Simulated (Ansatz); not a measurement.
# Geometry relaxation, with input and output: AlN (part 3 of 3)

The same run, continued: AlN (slab, 32 atoms in the cell); DFT PBE+D3(BJ), scalar-relativistic, plane waves, PAW, no spin polarisation (Ansatz 0.2.0); cutoff 420 eV, 6×6×1 k-mesh, Gaussian smearing of 0.05 eV. The structure derives from an entry of the Crystallography Open Database. The input holds or restrains some coordinates. Forces given for the steps count only the free coordinates. It belongs to a series of runs on one base structure; here: clean slab, lower half held.

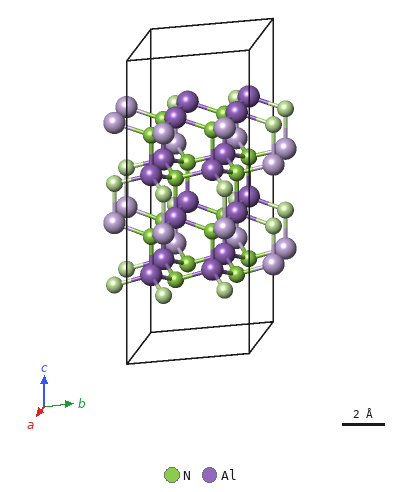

**Figure 1.** The geometry at step 3 of the log (ball-and-stick view of the cell of the calculation, with the vacuum cut short, seen slightly off an axis; neighbours outside the cell are drawn fainter).

**Output, continued**
```
--- Forces (eV/Å), atoms counted from 1 ---
  atom   1  N     -0.00000000     0.00000000     1.98831572
  atom   2  N     -0.00000000     0.00000000     1.98831572
  atom   3  N     -0.00000000     0.00000000     1.98831572
  atom   4  N     -0.00000000     0.00000000     1.98831572
  atom   5  Al     0.00000000    -0.00000000    -2.66811919
  atom   6  Al     0.00000000    -0.00000000    -2.66811919
  atom   7  Al     0.00000000    -0.00000000    -2.66811919
  atom   8  Al     0.00000000    -0.00000000    -2.66811919
  atom   9  N     -0.00000000    -0.00000000     1.95815828
  atom  10  N     -0.00000000    -0.00000000     1.95815828
  atom  11  N     -0.00000000    -0.00000000     1.95815828
  atom  12  N     -0.00000000     0.00000000     1.95815828
  atom  13  Al     0.00000000     0.00000000    -1.30510033
  atom  14  Al     0.00000000     0.00000000    -1.30510033
  atom  15  Al     0.00000000     0.00000000    -1.30510033
  atom  16  Al     0.00000000     0.00000000    -1.30510033
  atom  17  N      0.00000000     0.00000000    -0.00301788
  atom  18  N      0.00000000     0.00000000    -0.00301788
  atom  19  N      0.00000000     0.00000000    -0.00301788
  atom  20  N      0.00000000     0.00000000    -0.00301788
  atom  21  Al     0.00000000    -0.00000000     0.01178543
  atom  22  Al    -0.00000000    -0.00000000     0.01178543
  atom  23  Al     0.00000000    -0.00000000     0.01178543
  atom  24  Al     0.00000000    -0.00000000     0.01178543
  atom  25  N     -0.00000000    -0.00000000     0.00503964
  atom  26  N     -0.00000000    -0.00000000     0.00503964
  atom  27  N     -0.00000000    -0.00000000     0.00503964
  atom  28  N      0.00000000    -0.00000000     0.00503964
  atom  29  Al    -0.00000000     0.00000000     0.01290943
  atom  30  Al    -0.00000000     0.00000000     0.01290943
  atom  31  Al     0.00000000     0.00000000     0.01290943
  atom  32  Al     0.00000000     0.00000000     0.01290943
  max |Σ_I F_I| component: 1.16e-4 eV/Å
--- Band table (eV; the first three rows and the last of 7) ---
  k-point 0: bands = ["-17.7303", "-16.6745", "-16.0536", "-16.0536", "-16.0536", "-15.4306", "-15.4306", "-15.4306", "-15.4296", "-14.1422", "-14.1422", "-14.1422", "-13.0577", "-11.8648", "-11.8648", "-11.8648", "-8.5176", "-8.5176", "-8.5176", "-7.9465", "-7.8441", "-7.8441", "-7.8441", "-6.4973", "-6.4973", "-6.4973", "-5.9598", "-5.3764", "-5.3764", "-5.3764", "-4.8749", "-4.8749", "-4.8749", "-4.4530", "-4.4530", "-4.4530", "-4.1504", "-4.1504", "-4.1504", "-4.0316", "-4.0316", "-4.0316", "-3.8781", "-3.8781", "-3.8197", "-3.2480", "-3.2480", "-2.7026", "-2.7026", "-2.7026", "-2.6774", "-2.6774", "-2.6774", "-1.8411", "-1.8411", "-1.0425", "-0.5192", "-0.5192", "-0.5192", "-0.4389", "-0.0272", "-0.0272", "-0.0272", "0.2497", "0.2497", "0.8103", "0.8103", "0.8103", "2.3353", "2.3353", "2.3353", "2.7184", "3.4323", "3.4323", "3.4323", "3.5711", "3.9489", "3.9489", "3.9489", "4.2837", "4.8547", "5.3865", "5.3865", "5.3865", "5.6196", "5.8195", "5.8195", "5.8195", "6.6534", "7.1437", "7.1437", "7.1437", "7.4879", "7.5147", "7.5147", "7.5147"]
  k-point 1: bands = ["-17.6470", "-16.6021", "-16.2194", "-16.0662", "-16.0662", "-15.5180", "-15.4308", "-15.4308", "-15.3586", "-14.2494", "-14.1455", "-14.1455", "-12.9898", "-11.9590", "-11.8665", "-11.8665", "-8.3819", "-8.3819", "-8.2725", "-7.8541", "-7.7230", "-7.7230", "-7.6259", "-6.3964", "-6.3964", "-6.3454", "-5.9438", "-5.5710", "-5.4158", "-5.4158", "-5.1773", "-5.1773", "-4.8186", "-4.4700", "-4.4700", "-4.3747", "-4.3524", "-4.1917", "-4.1917", "-4.0627", "-4.0627", "-4.0039", "-3.9837", "-3.9591", "-3.8203", "-3.4541", "-3.3045", "-2.9794", "-2.9794", "-2.6520", "-2.6155", "-2.6013", "-2.6013", "-2.2484", "-1.9073", "-0.8269", "-0.7554", "-0.7554", "-0.4730", "-0.4142", "-0.0751", "-0.0371", "0.0269", "0.0269", "0.1922", "0.6475", "0.8542", "0.8542", "2.6080", "2.6516", "2.6516", "2.9735", "3.5860", "3.6513", "3.6513", "3.7870", "4.0790", "4.1319", "4.1319", "4.4921", "5.1646", "5.5732", "5.5732", "5.5744", "5.7225", "5.9599", "6.0670", "6.0670", "6.8639", "6.9332", "6.9894", "6.9894", "7.3231", "7.4117", "7.5201", "7.5201"]
  k-point 2: bands = ["-17.4064", "-16.6053", "-16.3962", "-16.0907", "-16.0907", "-15.7667", "-15.4319", "-15.4319", "-15.1562", "-14.5220", "-14.1523", "-14.1523", "-12.7971", "-12.2048", "-11.8700", "-11.8700", "-8.0233", "-8.0233", "-7.6061", "-7.5899", "-7.4414", "-7.4414", "-7.1493", "-6.3078", "-6.2596", "-6.2596", "-6.0464", "-5.7096", "-5.7096", "-5.4213", "-5.4213", "-5.4096", "-5.1478", "-4.9126", "-4.9126", "-4.6588", "-4.4148", "-4.4069", "-4.1667", "-4.1537", "-4.1537", "-3.9419", "-3.9419", "-3.8494", "-3.6521", "-3.5923", "-3.4689", "-3.4689", "-3.4569", "-2.9529", "-2.5092", "-2.4794", "-2.4794", "-2.3785", "-2.0810", "-1.2597", "-1.2597", "-0.9599", "-0.4640", "-0.3433", "-0.2406", "-0.0805", "0.0398", "0.1144", "0.1144", "0.3078", "0.9495", "0.9495", "3.2105", "3.3394", "3.3394", "3.5190", "3.9454", "3.9454", "3.9977", "4.1816", "4.5469", "4.6564", "4.6564", "4.9214", "5.5626", "5.6661", "5.8637", "5.8637", "5.9697", "6.2368", "6.3278", "6.3278", "6.6940", "6.6981", "6.7880", "6.7880", "6.8784", "7.0662", "7.1703", "7.1703"]
  k-point 6: bands = ["-16.8368", "-16.8368", "-16.8368", "-15.9353", "-15.9353", "-15.9353", "-15.7996", "-15.2735", "-14.6959", "-14.6959", "-14.6959", "-13.9539", "-12.3647", "-12.3647", "-12.3647", "-11.6927", "-7.4651", "-7.3934", "-7.0674", "-7.0674", "-7.0674", "-7.0210", "-6.8687", "-6.8687", "-6.8687", "-6.2901", "-6.1893", "-6.1893", "-6.1893", "-5.6473", "-4.9725", "-4.8905", "-4.8905", "-4.8905", "-4.8764", "-4.8764", "-4.8764", "-4.8138", "-4.4852", "-4.4852", "-4.4852", "-3.9707", "-3.9707", "-3.9707", "-3.8350", "-3.8259", "-3.2622", "-3.2622", "-3.2622", "-2.8905", "-2.8905", "-2.8905", "-2.6394", "-2.0287", "-1.8841", "-1.8841", "-1.8841", "-0.6159", "-0.6159", "-0.6159", "-0.0530", "-0.0530", "-0.0530", "0.1533", "0.1533", "0.1533", "0.2442", "1.7712", "2.6557", "4.1632", "4.1632", "4.1632", "4.2313", "4.7801", "4.7801", "4.7801", "5.1276", "5.1276", "5.1276", "5.4277", "5.4711", "5.4711", "5.4711", "5.4721", "6.2080", "6.3482", "6.3482", "6.3482", "6.5350", "6.5939", "6.5939", "6.5939", "6.8100", "6.8100", "6.8100", "7.0374"]
--- Relaxed structure (4 steps of the walk, 4 accepted, 0 SCFs on fresh bases) ---
  F+E_penalty+E_count = -14779.46127580 eV   max|allowed force component| = 1.291e-2 eV/Å
  atoms:
    - { symbol: N, position: [0.16666666666666669, 0.33333333333333337, 0.3392367705000001] }
    - { symbol: N, position: [0.16666666666666669, 0.8333333333333334, 0.3392367705000001] }
    - { symbol: N, position: [0.6666666666666667, 0.3333333333333334, 0.3392367705000001] }
    - { symbol: N, position: [0.6666666666666667, 0.8333333333333333, 0.3392367705000001] }
    - { symbol: Al, position: [0.3333333333333334, 0.16666666666666663, 0.36270673610000004] }
    - { symbol: Al, position: [0.3333333333333334, 0.6666666666666666, 0.36270673610000004] }
    - { symbol: Al, position: [0.8333333333333334, 0.16666666666666663, 0.36270673610000004] }
    - { symbol: Al, position: [0.8333333333333333, 0.6666666666666665, 0.36270673610000004] }
    - { symbol: N, position: [0.3333333333333334, 0.16666666666666663, 0.4385889349000001] }
    - { symbol: N, position: [0.3333333333333334, 0.6666666666666666, 0.4385889349000001] }
    - { symbol: N, position: [0.8333333333333334, 0.16666666666666663, 0.4385889349000001] }
    - { symbol: N, position: [0.8333333333333333, 0.6666666666666665, 0.4385889349000001] }
    - { symbol: Al, position: [0.16666666666666669, 0.33333333333333337, 0.46205890060000016] }
    - { symbol: Al, position: [0.16666666666666669, 0.8333333333333334, 0.46205890060000016] }
    - { symbol: Al, position: [0.6666666666666667, 0.3333333333333334, 0.46205890060000016] }
    - { symbol: Al, position: [0.6666666666666667, 0.8333333333333333, 0.46205890060000016] }
    - { symbol: N, position: [0.16666666666666669, 0.33333333333333337, 0.5400322840359502] }
    - { symbol: N, position: [0.16666666666666669, 0.8333333333333334, 0.5400322840359502] }
    - { symbol: N, position: [0.6666666666666667, 0.3333333333333334, 0.5400322840359502] }
    - { symbol: N, position: [0.6666666666666667, 0.8333333333333333, 0.5400322840359502] }
    - { symbol: Al, position: [0.3333333333333334, 0.16666666666666663, 0.5594298846197322] }
    - { symbol: Al, position: [0.3333333333333334, 0.6666666666666666, 0.5594298846197322] }
    - { symbol: Al, position: [0.8333333333333334, 0.16666666666666663, 0.5594298846197322] }
    - { symbol: Al, position: [0.8333333333333333, 0.6666666666666665, 0.5594298846197322] }
    - { symbol: N, position: [0.3333333333333334, 0.16666666666666663, 0.6385102440178277] }
    - { symbol: N, position: [0.3333333333333334, 0.6666666666666666, 0.6385102440178277] }
    - { symbol: N, position: [0.8333333333333334, 0.16666666666666663, 0.6385102440178277] }
    - { symbol: N, position: [0.8333333333333333, 0.6666666666666665, 0.6385102440178277] }
    - { symbol: Al, position: [0.16666666666666669, 0.33333333333333337, 0.659147156993708] }
    - { symbol: Al, position: [0.16666666666666669, 0.8333333333333334, 0.659147156993708] }
    - { symbol: Al, position: [0.6666666666666667, 0.3333333333333334, 0.659147156993708] }
    - { symbol: Al, position: [0.6666666666666667, 0.8333333333333333, 0.659147156993708] }
```

**Trajectory as extended XYZ (Å, eV, eV/Å), 3 of the 4 frames kept, from step=1 to step=4**
```
32
Lattice="6.2188 0.0000 0.0000 -3.1094 5.3857 0.0000 0.0000 0.0000 25.0562" Properties=species:S:1:pos:R:3:forces:R:3 step=1 energy=-14779.16299
N     0.0000    1.7952    8.5000    0.0000   0.0000   1.8359
N    -1.5547    4.4881    8.5000    0.0000   0.0000   1.8359
N     3.1094    1.7952    8.5000    0.0000   0.0000   1.8359
N     1.5547    4.4881    8.5000    0.0000   0.0000   1.8359
Al    1.5547    0.8976    9.0881    0.0000   0.0000  -2.3146
Al    0.0000    3.5904    9.0881    0.0000   0.0000  -2.3146
Al    4.6641    0.8976    9.0881    0.0000   0.0000  -2.3146
Al    3.1094    3.5904    9.0881    0.0000   0.0000  -2.3146
N     1.5547    0.8976   10.9894    0.0000   0.0000   1.3058
N     0.0000    3.5904   10.9894    0.0000   0.0000   1.3058
N     4.6641    0.8976   10.9894    0.0000   0.0000   1.3058
N     3.1094    3.5904   10.9894    0.0000   0.0000   1.3058
Al    0.0000    1.7952   11.5775    0.0000   0.0000  -1.2037
Al   -1.5547    4.4881   11.5775    0.0000   0.0000  -1.2037
Al    3.1094    1.7952   11.5775    0.0000   0.0000  -1.2037
Al    1.5547    4.4881   11.5775    0.0000   0.0000  -1.2037
N     0.0000    1.7952   13.4788    0.0000   0.0000   1.1237
N    -1.5547    4.4881   13.4788    0.0000   0.0000   1.1237
N     3.1094    1.7952   13.4788    0.0000   0.0000   1.1237
N     1.5547    4.4881   13.4788    0.0000   0.0000   1.1237
Al    1.5547    0.8976   14.0669    0.0000   0.0000  -1.3438
Al    0.0000    3.5904   14.0669    0.0000   0.0000  -1.3438
Al    4.6641    0.8976   14.0669    0.0000   0.0000  -1.3438
Al    3.1094    3.5904   14.0669    0.0000   0.0000  -1.3438
N     1.5547    0.8976   15.9682    0.0000   0.0000   0.8061
N     0.0000    3.5904   15.9682    0.0000   0.0000   0.8061
N     4.6641    0.8976   15.9682    0.0000   0.0000   0.8061
N     3.1094    3.5904   15.9682    0.0000   0.0000   0.8061
Al    0.0000    1.7952   16.5562    0.0000   0.0000  -0.2098
Al   -1.5547    4.4881   16.5562    0.0000   0.0000  -0.2098
Al    3.1094    1.7952   16.5562    0.0000   0.0000  -0.2098
Al    1.5547    4.4881   16.5562    0.0000   0.0000  -0.2098
32
Lattice="6.2188 0.0000 0.0000 -3.1094 5.3857 0.0000 0.0000 0.0000 25.0562" Properties=species:S:1:pos:R:3:forces:R:3 step=3 energy=-14779.45867
N     0.0000    1.7952    8.5000    0.0000   0.0000   1.9731
N    -1.5547    4.4881    8.5000    0.0000   0.0000   1.9731
N     3.1094    1.7952    8.5000    0.0000   0.0000   1.9731
N     1.5547    4.4881    8.5000    0.0000   0.0000   1.9731
Al    1.5547    0.8976    9.0881    0.0000   0.0000  -2.6342
Al    0.0000    3.5904    9.0881    0.0000   0.0000  -2.6342
Al    4.6641    0.8976    9.0881    0.0000   0.0000  -2.6342
Al    3.1094    3.5904    9.0881    0.0000   0.0000  -2.6342
N     1.5547    0.8976   10.9894    0.0000   0.0000   1.9031
N     0.0000    3.5904   10.9894    0.0000   0.0000   1.9031
N     4.6641    0.8976   10.9894    0.0000   0.0000   1.9031
N     3.1094    3.5904   10.9894    0.0000   0.0000   1.9031
Al    0.0000    1.7952   11.5775    0.0000   0.0000  -1.1975
Al   -1.5547    4.4881   11.5775    0.0000   0.0000  -1.1975
Al    3.1094    1.7952   11.5775    0.0000   0.0000  -1.1975
Al    1.5547    4.4881   11.5775    0.0000   0.0000  -1.1975
N     0.0000    1.7952   13.5354    0.0000   0.0000   0.0684
N    -1.5547    4.4881   13.5354    0.0000   0.0000   0.0684
N     3.1094    1.7952   13.5354    0.0000   0.0000   0.0684
N     1.5547    4.4881   13.5354    0.0000   0.0000   0.0684
Al    1.5547    0.8976   14.0360    0.0000   0.0000  -0.1035
Al    0.0000    3.5904   14.0360    0.0000   0.0000  -0.1035
Al    4.6641    0.8976   14.0360    0.0000   0.0000  -0.1035
Al    3.1094    3.5904   14.0360    0.0000   0.0000  -0.1035
N     1.5547    0.8976   16.0171    0.0000   0.0000   0.0068
N     0.0000    3.5904   16.0171    0.0000   0.0000   0.0068
N     4.6641    0.8976   16.0171    0.0000   0.0000   0.0068
N     3.1094    3.5904   16.0171    0.0000   0.0000   0.0068
Al    0.0000    1.7952   16.5409    0.0000   0.0000  -0.0150
Al   -1.5547    4.4881   16.5409    0.0000   0.0000  -0.0150
Al    3.1094    1.7952   16.5409    0.0000   0.0000  -0.0150
Al    1.5547    4.4881   16.5409    0.0000   0.0000  -0.0150
32
Lattice="6.2188 0.0000 0.0000 -3.1094 5.3857 0.0000 0.0000 0.0000 25.0562" Properties=species:S:1:pos:R:3:forces:R:3 step=4 energy=-14779.46128
N     0.0000    1.7952    8.5000    0.0000   0.0000   1.9883
N    -1.5547    4.4881    8.5000    0.0000   0.0000   1.9883
N     3.1094    1.7952    8.5000    0.0000   0.0000   1.9883
N     1.5547    4.4881    8.5000    0.0000   0.0000   1.9883
Al    1.5547    0.8976    9.0881    0.0000   0.0000  -2.6681
Al    0.0000    3.5904    9.0881    0.0000   0.0000  -2.6681
Al    4.6641    0.8976    9.0881    0.0000   0.0000  -2.6681
Al    3.1094    3.5904    9.0881    0.0000   0.0000  -2.6681
N     1.5547    0.8976   10.9894    0.0000   0.0000   1.9582
N     0.0000    3.5904   10.9894    0.0000   0.0000   1.9582
N     4.6641    0.8976   10.9894    0.0000   0.0000   1.9582
N     3.1094    3.5904   10.9894    0.0000   0.0000   1.9582
Al    0.0000    1.7952   11.5775    0.0000   0.0000  -1.3051
Al   -1.5547    4.4881   11.5775    0.0000   0.0000  -1.3051
Al    3.1094    1.7952   11.5775    0.0000   0.0000  -1.3051
Al    1.5547    4.4881   11.5775    0.0000   0.0000  -1.3051
N     0.0000    1.7952   13.5312    0.0000   0.0000  -0.0030
N    -1.5547    4.4881   13.5312    0.0000   0.0000  -0.0030
N     3.1094    1.7952   13.5312    0.0000   0.0000  -0.0030
N     1.5547    4.4881   13.5312    0.0000   0.0000  -0.0030
Al    1.5547    0.8976   14.0172    0.0000   0.0000   0.0118
Al    0.0000    3.5904   14.0172    0.0000   0.0000   0.0118
Al    4.6641    0.8976   14.0172    0.0000   0.0000   0.0118
Al    3.1094    3.5904   14.0172    0.0000   0.0000   0.0118
N     1.5547    0.8976   15.9987    0.0000   0.0000   0.0050
N     0.0000    3.5904   15.9987    0.0000   0.0000   0.0050
N     4.6641    0.8976   15.9987    0.0000   0.0000   0.0050
N     3.1094    3.5904   15.9987    0.0000   0.0000   0.0050
Al    0.0000    1.7952   16.5158    0.0000   0.0000   0.0129
Al   -1.5547    4.4881   16.5158    0.0000   0.0000   0.0129
Al    3.1094    1.7952   16.5158    0.0000   0.0000   0.0129
Al    1.5547    4.4881   16.5158    0.0000   0.0000   0.0129
```

**Results in brief**

- outcome: converged under the restraints of the input
- electrons treated: 128
- free energy: −14779.4613 eV
- work function, top face: 4.08 eV
- work function, bottom face: 7.68 eV
- Fermi energy: 0.115 eV
- gap on the k-point mesh: none (metallic)
- final volume: 839.20 Å³
- work function (upper face): 4.08 eV
- largest force (length of the vector) at the end, held atoms and coordinates included: 2.668 eV/Å
- hardware: 4 threads of Arm Neoverse V2, 24 GiB of memory available, shared host
- wall time: 100 s (CPU time 6.5 min)
- peak memory: 2 GiB

**Notes**

Warnings of the run: the exchange-correlation potential is rough where the density is thin.
